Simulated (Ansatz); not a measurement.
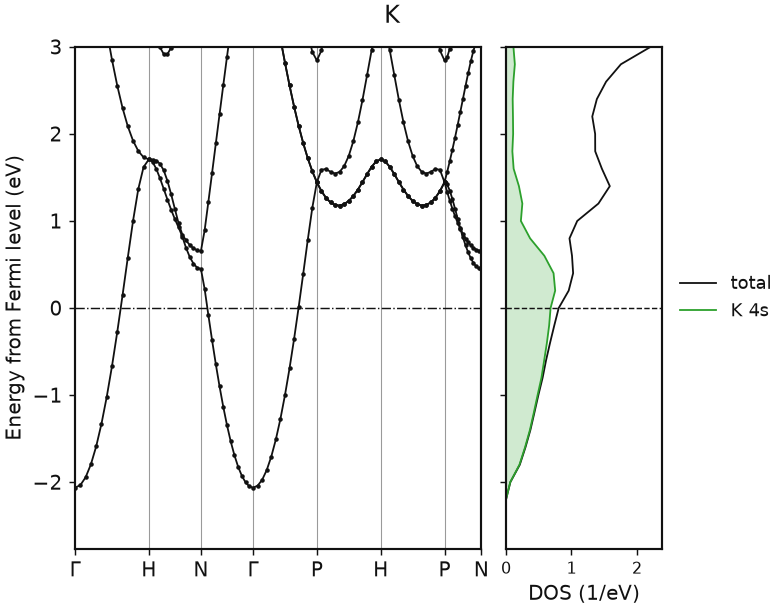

Band structure and density of states of K, space group Im-3m, 1 atom in the cell. Method: DFT, PBEsol, all-electron LAPW, scalar-relativistic, no spin polarisation, 10×10×10 k mesh, Fermi-Dirac smearing of 0.05 eV (Ansatz). Energies are counted from the Fermi level. The path runs straight from each named point to the next. The partial curves are projected on atomic shells; they sum to less than the total at higher energies, where shells without a projector contribute.

A metal: 1 band crosses the Fermi level along this path. Bands cross the Fermi level on Γ–H, N–Γ and Γ–P, and not on H–N, P–H, H–P and P–N. The density of states at the Fermi level is about 0.83 per eV and cell (mean within 0.25 eV). By projected weight, the states within 0.3 eV of the Fermi level are K 4s almost alone; the projections cover about 85 % of the total there.
